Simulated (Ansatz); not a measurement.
```
Mg F
1.0
     4.60447    0.00000    0.00000
     0.00000    4.60447    0.00000
     0.00000    0.00000    3.04585
Mg F
2 4
Cartesian
  0.0000 0.0000 0.0000
  2.3022 2.3022 1.5229
  1.3954 1.3954 0.0000
  0.9069 3.6976 1.5229
  3.2091 3.2091 0.0000
  3.6976 0.9069 1.5229
```

Space group P4₂/mnm; changed on purpose from its base cell (volume × 0.98, shape and atoms relaxed); computed pressure about 2 GPa in this cell.

The calculation used DFT PBEsol, scalar-relativistic, plane waves, PAW in Ansatz.

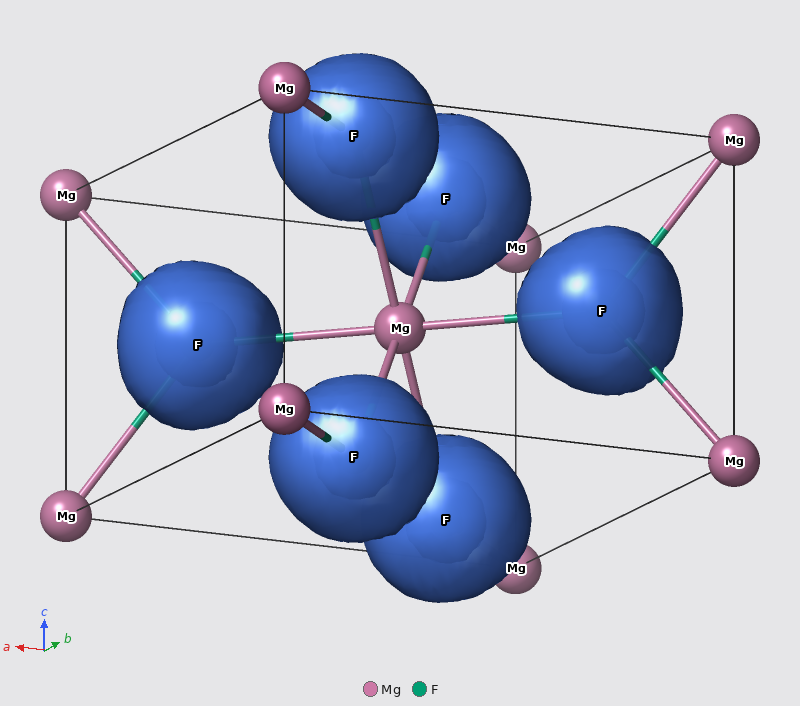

MgF₂. Isosurface of the ELF at 0.75 (blue), seen at an oblique angle. Core shells and regions of very low density are left out. Sticks mark near contacts.

Core electrons are frozen (PAW), and the valence fields are smoothed inside the atomic spheres.

> What do the ELF domains correspond to?

The surface consists of four regions wrapped around F (the valence shell of each), counted in one cell of 6 atoms. Regions shared between cells count once. Along the contacts the grid gives the following. Mg–F (1.97 Å): the ELF peaks at about 0.80 in the valence shell of F, 0.5 Å from its nucleus, and is about 0.20 at the midpoint: a closed-shell, largely ionic contact.

> Does the calculation give a band gap?

It is gapped, with a Kohn–Sham gap of 7.0 eV on the k-point mesh (the band edges may lie off the mesh, which would make the gap smaller).
